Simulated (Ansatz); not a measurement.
Single-point calculation, with input and output: FeCo3 (part 1 of 3)

The run: single-point calculation of FeCo3 (Pm-3m, 4 atoms in the cell). Method and program: DFT r2SCAN, scalar-relativistic, plane waves, PAW, spin-polarised (Ansatz 0.2.0).

The structure derives from a Materials Project entry. It belongs to a series of runs on one base structure; here: ferrimagnetic in the cell, signs +++-. Figures and captions count atoms from 1; the log counts them from 0 in places.

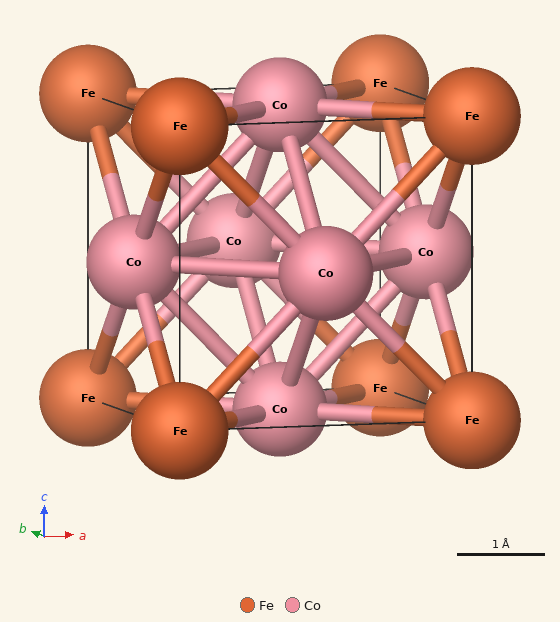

*The structure (ball-and-stick view of the cell of the calculation, seen slightly off an axis). An atom can appear more than once, as a periodic image.*

Near neighbours in the periodic cell (some may lie outside the picture): Fe has 12 Co at 2.50 Å; Co has 8 Co at 2.50 Å and 4 Fe at 2.50 Å.

**The input**
```yaml
crystal:
  lattice:
    - [3.53570262, 0.0, 0.0]
    - [0.0, 3.53570262, 0.0]
    - [0.0, 0.0, 3.53570262]
  atoms:
    - { symbol: Fe, position: [0.0, 0.0, 0.0], spin: 4.0 }
    - { symbol: Co, position: [0.5, 0.5, 0.0], spin: 3.0 }
    - { symbol: Co, position: [0.5, 0.0, 0.5], spin: 3.0 }
    - { symbol: Co, position: [0.0, 0.5, 0.5], spin: -3.0 }
basis:
  ecutwfc: 500
kpoints:
  mp_grid: { grid: [12, 12, 12] }
hamiltonian:
  xc: r2scan
scf:
  occupations: { method: gaussian, width: 0.1 }
  lower_state_search: "off"
output:
  forces: true
  stress: true
  eigenvalues: true
  populations: true
  write_density: true
  write_potential: true
  elf: true
  volumetric_format: npy
magnetization:
  spin_polarized: true
```

Run as:
```bash
ansatz run input.yaml --threads 1 --pin off --max-ram 2560MiB --backend cpu --events-out ev --progress --plain --runs-dir out
```

**Output**
```
Engine: ansatz 0.2.0, x86_64-unknown-linux-gnu
Pseudopotentials: kind: paw
Pseudopotential: Fe, paw, valence charge 16, recommended cutoff 500 eV (meta_gga), Fe.paw.azcp
Pseudopotential: Co, paw, valence charge 17, recommended cutoff 500 eV (meta_gga), Co.paw.azcp
Functional definition: r2SCAN
  parameter k0 = 0.174
  parameter k1 = 0.065
  parameter a1 = 4.9479
  exchange = r2scan_x(k0 = k0, k1 = k1, a1 = a1)
  correlation = r2scan_c
Crystal: 4 atoms, lattice volume = 44.201 Å³
Basis set: ecut = 500 eV, 1141 PW (Γ), exchange–correlation on 108×108×108 points (64 copies of the dense FFT grid, shifted against one another)
Bands: 48, of which v1, the nominal top of the filled ones, is band 34 counted from 1 (33 counted from 0)
Symmetry: 16 space group operations
Space group: P4/mmm (ITA 123), of the structure as read, at distance tolerance 3.5e-5 Å
Magnetic group: BNS 123.339 (UNI 999), of the structure as read, at distance tolerance 3.5e-5 Å
k-points: 196 of 1728
Non-local potential: Fe, projectors of the file, l = 0: 3, l = 1: 2, l = 2: 3, l = 3: 1
Non-local potential: Co, projectors of the file, l = 0: 3, l = 1: 2, l = 2: 3, l = 3: 1
PAW form: soft (Blöchl's): semilocal exchange-correlation on the pseudo side does not see the compensation charge
PAW frozen core: Fe, regenerated for the run's functional (the file was generated under x = pbe(κ = 0.804, μ = 0.2195149727645171), c = pbe(β = 0.06672455060314922))
PAW frozen core: Co, regenerated for the run's functional (the file was generated under x = pbe(κ = 0.804, μ = 0.2195149727645171), c = pbe(β = 0.06672455060314922))
PAW one-centre angular grid: Fe, 590 points (default); XC on 160 Gauss nodes
PAW one-centre angular grid: Co, 590 points (default); XC on 160 Gauss nodes
Initial density: superposition of atomic densities (chi_scale 0.1, normalization cell)
Starting moments: Σ|m| = 13 μB on 4 of 4 sites
Initial wavefunctions: pseudopotential atomic-orbital guess
Functional: x = r2scan, c = r2scan; τ floored in thin density (d = 2e-4 eV/Å³)
iter 1 solved again at ethr=2.81e-3 eV; its pass at ethr=3.10e-3 eV (dr2=1.88e0 eV) is discarded
```
